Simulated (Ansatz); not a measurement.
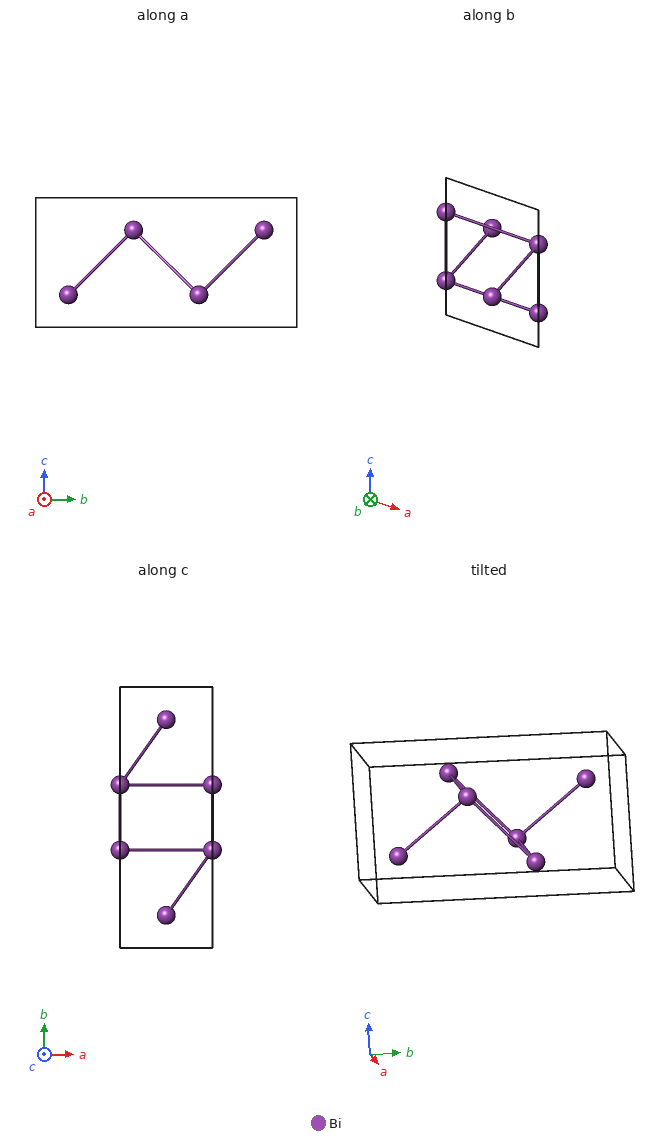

An orthographic ball-and-stick view of the structure, along the a axis, along the b axis, along the c axis and slightly off an axis. The parallelepiped is the conventional unit cell.

Lattice parameters: a = 3.5099 Å, b = 9.3549 Å, c = 4.9182 Å, α = 90.000°, β = 109.268°, γ = 90.000°.

Q: Reconstruct the structure as a CIF in P1 with every atom of the cell.

A:
```cif
data_structure
_symmetry_space_group_name_H-M 'P 1'
_symmetry_Int_Tables_number 1
_cell_length_a 3.5099
_cell_length_b 9.3549
_cell_length_c 4.9182
_cell_angle_alpha 90.000
_cell_angle_beta 109.268
_cell_angle_gamma 90.000
_cell_volume 152.44
loop_
_atom_site_label
_atom_site_type_symbol
_atom_site_fract_x
_atom_site_fract_y
_atom_site_fract_z
_atom_site_occupancy
Bi1 Bi 0.5000 0.8748 0.7500 1
Bi2 Bi 0.0000 0.6252 0.2500 1
Bi3 Bi 0.0000 0.3748 0.7500 1
Bi4 Bi 0.5000 0.1252 0.2500 1
```

It derives from a structure type filled with this element by a generator (whether the element takes this form wasn't checked). Earlier steps of the study may have refined or changed the cell and positions. It was the input of a calculation with Ansatz.

At this level of theory the cell isn't at rest (stretched, at -4 GPa), so its distances can differ from those at equilibrium, the more so the softer the solid.
